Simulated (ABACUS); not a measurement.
La: geometry relaxation (part 3 of 3)

Continued. System: La (P6₃/mmc, 2 atoms in the cell). Method: Kohn-Sham DFT of a periodic cell, PBE with D3, PseudoDojo NC SR 0.4.1 PBE standard, no spin polarisation (ABACUS 3.10.1); cutoff 1510.23 eV, 6×6×4 k-mesh, fermi-dirac of 0.05 eV. The structure derives from an entry of the Crystallography Open Database. It belongs to a series of runs on one base structure; here: dispersion = D3.

Geometry of the input (Å; fractional positions):
```
3.7500  0.0000  0.0000
-1.8750  3.2476  0.0000
0.0000  0.0000  6.0700
La 0.6667  0.3333  0.7500
La 0.3333  0.6667  0.2500
```

**Log, continued**
```
----------------------------------------------------------------
 TOTAL-PRESSURE: 0.013654 KBAR

 Largest gradient in force is 0.000000 eV/A.
 Threshold is 0.005000 eV/A.

 Largest gradient in stress is 1.306179 kbar.
 Threshold is 0.200000 kbar.

 Relaxation is not converged yet!
CARTESIAN COORDINATES ( UNIT =       1.889726124600 Bohr ).
    atom                   x                   y                   z     mag                  vx                  vy                  vz
tauc_La1            1.8373994573        1.0608230710        4.4854620787  0.0000        0.0000000000        0.0000000000        0.0000000000
tauc_La2           -0.0000000002        2.1216461424        1.4951540262  0.0000        0.0000000000        0.0000000000        0.0000000000

                          Volume (Bohr^3) = 471.998173
                             Volume (A^3) = 69.942829

 Lattice vectors: (Cartesian coordinate: in unit of a_0)
            +3.674799           -0.000000           +0.000000
            -1.837399           +3.182469           +0.000000
            +0.000000           +0.000000           +5.980616
 Reciprocal vectors: (Cartesian coordinate: in unit of 2 pi/a_0)
            +0.272124           +0.157111           -0.000000
            +0.000000           +0.314221           -0.000000
            -0.000000           -0.000000           +0.167207

 -------------------------------------------
 STEP OF RELAXATION : 4
 -------------------------------------------

[... set-up of the moved cell ...]

 PW ALGORITHM --------------- ION=   4  ELEC=   1--------------------------------
 Notice: Threshold on eigenvalues was too large.
 hsover_error=0.220000 > DRHO=0.000002
 Origin diag ethr = 0.010000
 New diag ethr = 0.000000

 Density error is 0.000002665039
                          Error Threshold = 0.000000009735
----------------------------------------------------------
     Energy           Rydberg                 eV
----------------------------------------------------------
 E_KohnSham     -140.4729155084      -1911.2320655871
 E_Harris       -140.4686539258      -1911.1740837810
 E_Fermi        0.8772753171         11.9359430266
----------------------------------------------------------

[... 2 further cycles ...]
 PW ALGORITHM --------------- ION=   4  ELEC=   4--------------------------------

 Density error is 0.000000004892
                          Error Threshold = 0.000000000084
----------------------------------------------------------
     Energy           Rydberg                 eV
----------------------------------------------------------
 E_KohnSham     -140.4729165822      -1911.2320801963
 E_KS(sigma->0) -140.4716275407      -1911.2145418870
 E_Harris       -140.4726411747      -1911.2283330854
 E_band         -4.9922763227        -67.9234039796
 E_one_elec     -7.5065561997        -102.1319366737
 E_Hartree      13.7382476117        186.9184480540
 E_xc           -33.5482227167       -456.4469867198
 E_Ewald        -113.1009610749      -1538.8175198948
 E_entropy(-TS) -0.0025780830        -0.0350766186
 E_descf        0.0000000000         0.0000000000
 E_vdwD3        -0.0528461196        -0.7190083434
 E_exx          0.0000000000         0.0000000000
 E_Fermi        0.8773291183         11.9366750300
----------------------------------------------------------

 charge density convergence is achieved
 final etot is -1911.23208019631 eV
 EFERMI = 11.93667502998 eV

 STATE ENERGY(eV) AND OCCUPATIONS    NSPIN == 1
[... levels at 6 further k points ...]

------------------------------------------------------------------------------------------
 TOTAL-FORCE (eV/Angstrom)
------------------------------------------------------------------------------------------
                       La1         0.0000000000         0.0000000000         0.0000000000
                       La2         0.0000000000         0.0000000000         0.0000000000
------------------------------------------------------------------------------------------

----------------------------------------------------------------
 TOTAL-STRESS (KBAR)
----------------------------------------------------------------
        -0.2722078640         0.0000000000        -0.0000000000
         0.0000000000        -0.2722078640         0.0000000000
        -0.0000000000        -0.0000000000         0.7374934606
----------------------------------------------------------------
 TOTAL-PRESSURE: 0.064359 KBAR

 Largest gradient in force is 0.000000 eV/A.
 Threshold is 0.005000 eV/A.

 Largest gradient in stress is 0.737493 kbar.
 Threshold is 0.200000 kbar.

 Relaxation is not converged yet!
CARTESIAN COORDINATES ( UNIT =       1.889726124600 Bohr ).
    atom                   x                   y                   z     mag                  vx                  vy                  vz
tauc_La1            1.8359476339        1.0599848604        4.4927471036  0.0000        0.0000000000        0.0000000000        0.0000000000
tauc_La2           -0.0000000002        2.1199697212        1.4975823679  0.0000        0.0000000000        0.0000000000        0.0000000000

                          Volume (Bohr^3) = 472.017949
                             Volume (A^3) = 69.945760

 Lattice vectors: (Cartesian coordinate: in unit of a_0)
            +3.671895           -0.000000           +0.000000
            -1.835948           +3.179955           +0.000000
            +0.000000           +0.000000           +5.990329
 Reciprocal vectors: (Cartesian coordinate: in unit of 2 pi/a_0)
            +0.272339           +0.157235           -0.000000
            +0.000000           +0.314470           -0.000000
            -0.000000           -0.000000           +0.166936

 -------------------------------------------
 STEP OF RELAXATION : 5
 -------------------------------------------

[... set-up of the moved cell ...]

 PW ALGORITHM --------------- ION=   5  ELEC=   1--------------------------------
 Notice: Threshold on eigenvalues was too large.
 hsover_error=0.220000 > DRHO=0.000000
 Origin diag ethr = 0.010000
 New diag ethr = 0.000000

 Density error is 0.000000014808
                          Error Threshold = 0.000000001918
----------------------------------------------------------
     Energy           Rydberg                 eV
----------------------------------------------------------
 E_KohnSham     -140.4724140638      -1911.2252430824
 E_Harris       -140.4729188980      -1911.2321117043
 E_Fermi        0.8772142716         11.9351124601
----------------------------------------------------------

 PW ALGORITHM --------------- ION=   5  ELEC=   2--------------------------------

 Density error is 0.000000011395
                          Error Threshold = 0.000000000067
----------------------------------------------------------
     Energy           Rydberg                 eV
----------------------------------------------------------
 E_KohnSham     -140.4729188961      -1911.2321116785
 E_Harris       -140.4724353399      -1911.2255325588
 E_Fermi        0.8772002365         11.9349215027
----------------------------------------------------------

 PW ALGORITHM --------------- ION=   5  ELEC=   3--------------------------------

 Density error is 0.000000000048
                          Error Threshold = 0.000000000052
----------------------------------------------------------
     Energy           Rydberg                 eV
----------------------------------------------------------
 E_KohnSham     -140.4729188990      -1911.2321117183
 E_KS(sigma->0) -140.4716300077      -1911.2145754528
 E_Harris       -140.4729458313      -1911.2324781508
 E_band         -4.9932329616        -67.9364197189
 E_one_elec     -7.5079758991        -102.1512526749
 E_Hartree      13.7381150773        186.9166448311
 E_xc           -33.5479658617       -456.4434920282
 E_Ewald        -113.0996723462      -1538.7999858407
 E_entropy(-TS) -0.0025777826        -0.0350725311
 E_descf        0.0000000000         0.0000000000
 E_vdwD3        -0.0528420868        -0.7189534746
 E_exx          0.0000000000         0.0000000000
 E_Fermi        0.8772079513         11.9350264680
----------------------------------------------------------

 charge density convergence is achieved
 final etot is -1911.23211171829 eV
 EFERMI = 11.93502646795 eV

 STATE ENERGY(eV) AND OCCUPATIONS    NSPIN == 1
 1/6 kpoint (Cartesian) = 0.00000 0.00000 0.00000 (9897 pws)
       1     -20.802264       0.013889
       2     -20.554152       0.013889
       3      -5.264305       0.013889
       4      -3.850086       0.013889
       5      -3.850086       0.013889
       6      -3.640790       0.013889
       7      -3.640790       0.013889
       8      -3.618918       0.013889
       9       8.843505       0.013889
      10      10.173815       0.013889
      11      13.057338       0.000000
      12      13.365963       0.000000
      13      13.365963       0.000000
      14      13.622810       0.000000
      15      13.724340       0.000000

 2/6 kpoint (Cartesian) = -0.04539 0.02621 0.00000 (9831 pws)
       1     -20.748166       0.083333
       2     -20.528031       0.083333
       3      -5.131700       0.083333
       4      -4.195107       0.083333
       5      -3.986226       0.083333
       6      -3.953591       0.083333
       7      -3.687740       0.083333
       8      -3.673281       0.083333
       9       9.579262       0.083333
      10      10.785882       0.083333
      11      12.246828       0.000163
      12      12.787161       0.000000
      13      13.052361       0.000000
      14      13.370162       0.000000
      15      13.657600       0.000000

 3/6 kpoint (Cartesian) = -0.09078 0.05241 0.00000 (9854 pws)
       1     -20.628715       0.083333
       2     -20.483765       0.083333
       3      -4.839955       0.083333
       4      -4.800715       0.083333
       5      -4.593870       0.083333
       6      -4.138975       0.083333
       7      -3.845227       0.083333
       8      -3.793476       0.083333
       9      10.501521       0.083333
      10      10.783133       0.083333
      11      11.331246       0.083333
      12      12.712212       0.000000
      13      13.220680       0.000000
      14      13.372703       0.000000
      15      13.425802       0.000000

 4/6 kpoint (Cartesian) = 0.13617 0.23585 0.00000 (9868 pws)
       1     -20.555121       0.041667
       2     -20.473789       0.041667
       3      -5.140933       0.041667
       4      -4.869051       0.041667
       5      -4.545835       0.041667
       6      -4.224798       0.041667
       7      -4.019275       0.041667
       8      -3.848639       0.041667
       9      10.253653       0.041667
      10      10.743846       0.041667
      11      10.817264       0.041667
      12      13.303566       0.000000
      13      13.351696       0.000000
      14      13.361856       0.000000
      15      13.484997       0.000000

 5/6 kpoint (Cartesian) = -0.04539 0.07862 0.00000 (9850 pws)
       1     -20.660780       0.083333
       2     -20.493105       0.083333
       3      -4.897032       0.083333
       4      -4.542007       0.083333
       5      -4.526567       0.083333
       6      -4.078265       0.083333
       7      -3.867644       0.083333
       8      -3.788642       0.083333
       9      10.678944       0.083333
      10      11.501416       0.083319
      11      11.664910       0.082960
      12      11.774505       0.080102
      13      12.731144       0.000000
      14      12.942354       0.000000
      15      13.745838       0.000000

 6/6 kpoint (Cartesian) = 0.13617 0.18344 0.00000 (9853 pws)
       1     -20.556244       0.166667
       2     -20.472891       0.166667
       3      -4.981560       0.166667
       4      -4.757359       0.166667
       5      -4.554946       0.166667
       6      -4.363779       0.166667
       7      -4.046702       0.166667
       8      -4.008668       0.166667
       9      10.816380       0.166667
      10      11.051194       0.166667
      11      11.399393       0.166663
      12      12.716970       0.000000
      13      12.778373       0.000000
      14      13.382611       0.000000
      15      13.551984       0.000000

------------------------------------------------------------------------------------------
 TOTAL-FORCE (eV/Angstrom)
------------------------------------------------------------------------------------------
                       La1         0.0000000000         0.0000000000         0.0000000000
                       La2         0.0000000000         0.0000000000         0.0000000000
------------------------------------------------------------------------------------------

----------------------------------------------------------------
 TOTAL-STRESS (KBAR)
----------------------------------------------------------------
        -0.0665123914         0.0000000000         0.0000000000
        -0.0000000000        -0.0665123914         0.0000000000
         0.0000000000         0.0000000000        -0.1399403038
----------------------------------------------------------------
 TOTAL-PRESSURE: -0.090988 KBAR

 Largest gradient in force is 0.000000 eV/A.
 Threshold is 0.005000 eV/A.

 Largest gradient in stress is 0.139940 kbar.
 Threshold is 0.200000 kbar.

 Relaxation is converged!

 --------------------------------------------
 !FINAL_ETOT_IS -1911.2321117182948456 eV
 --------------------------------------------
```

**Trajectory as extended XYZ (Å, eV, eV/Å), 5 frames, from step=0 to step=4**
```
2
Lattice="3.7500 0.0000 0.0000 -1.8750 3.2476 0.0000 0.0000 0.0000 6.0700" Properties=species:S:1:pos:R:3:forces:R:3 step=0 energy=-1911.21557 pressure_GPa=-1.28
La    1.8750    1.0825    4.5525    0.0000   0.0000   0.0000
La    0.0000    2.1651    1.5175    0.0000   0.0000   0.0000
2
Lattice="3.6912 0.0000 0.0000 -1.8456 3.1967 0.0000 0.0000 0.0000 5.9904" Properties=species:S:1:pos:R:3:forces:R:3 step=1 energy=-1911.23137 pressure_GPa=-0.25
La    1.8456    1.0656    4.4928    0.0000   0.0000   0.0000
La    0.0000    2.1311    1.4976    0.0000   0.0000   0.0000
2
Lattice="3.6775 0.0000 0.0000 -1.8387 3.1848 0.0000 0.0000 0.0000 5.9717" Properties=species:S:1:pos:R:3:forces:R:3 step=2 energy=-1911.23199 pressure_GPa=0.00
La    1.8387    1.0616    4.4788    0.0000   0.0000   0.0000
La    0.0000    2.1232    1.4929    0.0000   0.0000   0.0000
2
Lattice="3.6748 -0.0000 0.0000 -1.8374 3.1825 0.0000 0.0000 0.0000 5.9806" Properties=species:S:1:pos:R:3:forces:R:3 step=3 energy=-1911.23208 pressure_GPa=0.01
La    1.8374    1.0608    4.4855    0.0000   0.0000   0.0000
La    0.0000    2.1216    1.4952    0.0000   0.0000   0.0000
2
Lattice="3.6719 -0.0000 0.0000 -1.8359 3.1800 0.0000 0.0000 0.0000 5.9903" Properties=species:S:1:pos:R:3:forces:R:3 step=4 energy=-1911.23211 pressure_GPa=-0.01
La    1.8359    1.0600    4.4927    0.0000   0.0000   0.0000
La    0.0000    2.1200    1.4976    0.0000   0.0000   0.0000
```

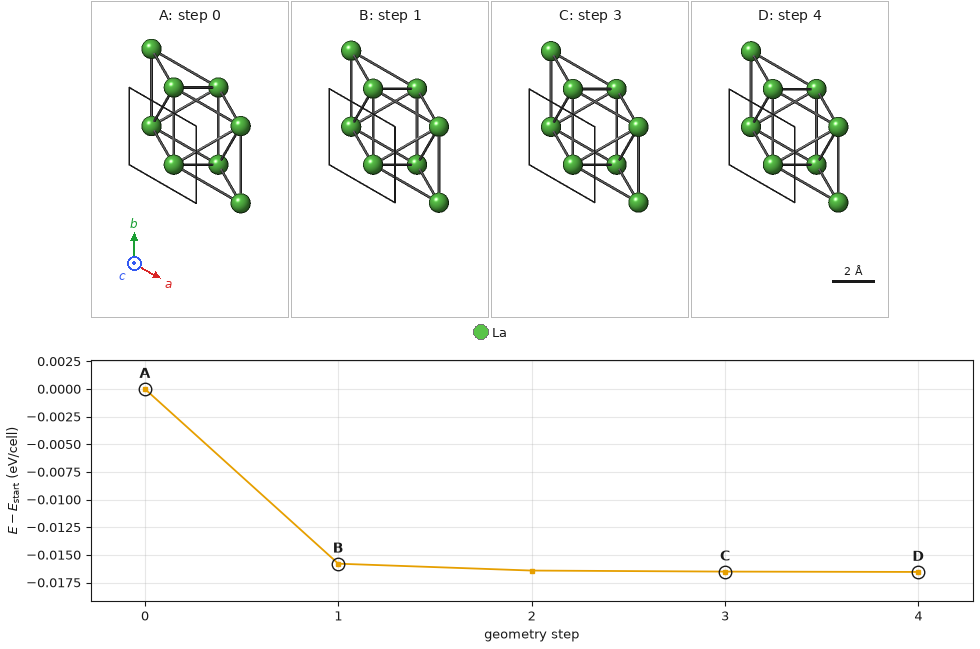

Figure 1. Frames of the relaxation (ball-and-stick view of the cell of the calculation, repeated 2 × 2 × 1, along the c axis) above the curves, on which the letters mark them (steps are counted from 0).

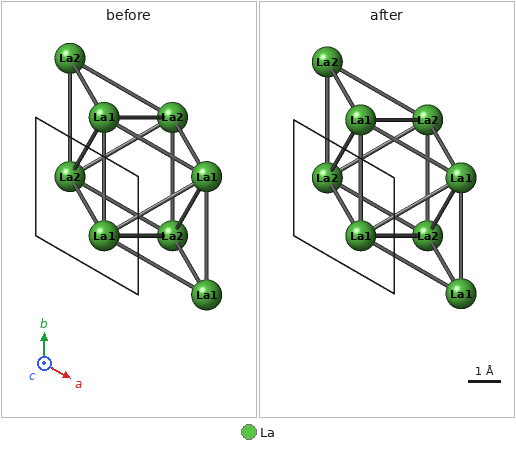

Figure 2. Before (left) and after (right) the relaxation, at one scale (ball-and-stick view of the cell of the calculation, repeated 2 × 2 × 1, along the c axis). The atoms keep their places relative to the cell (all moves are under 0.005 Å). The drawn cell changes as follows: a = b 3.750 → 3.672 Å (−2.1 %), c 6.070 → 5.990 Å (−1.3 %); the volume changes by −5.4 %. Among the contacts that change: La1–La1 3.750 → 3.672 Å, La1–La2 3.728 → 3.670 Å. The space group stays P6_3/mmc (No. 194). The energy falls by 16.5 meV per cell of the calculation in 4 geometry steps. All forces vanish by symmetry, so only the cell relaxes. Pressure: −1.28 GPa at the start and −0.01 GPa at the end. (Atoms are counted from 1 in the order of the input.)

**Key numbers**

| quantity | value |
| --- | --- |
| outcome | converged |
| space group (tolerance 0.01 Å) | P6₃/mmc (194) |
| electrons treated | 22 |
| free energy | −1911.2321 eV |
| dispersion energy | −0.7190 eV |
| Fermi energy | 11.935 eV |
| gap on the k-point mesh | none (metallic) |
| pressure | −0.01 GPa |
| final volume | 69.95 Å³ |
| largest force (length of the vector) at the end | under 0.001 eV/Å |
| final cell | a = 3.672 Å, b = 3.672 Å, c = 5.990 Å, α = 90.00°, β = 90.00°, γ = 120.00° |
| wall time | 78 s (CPU time 5.2 min) |
| peak memory | 0.72 GiB |
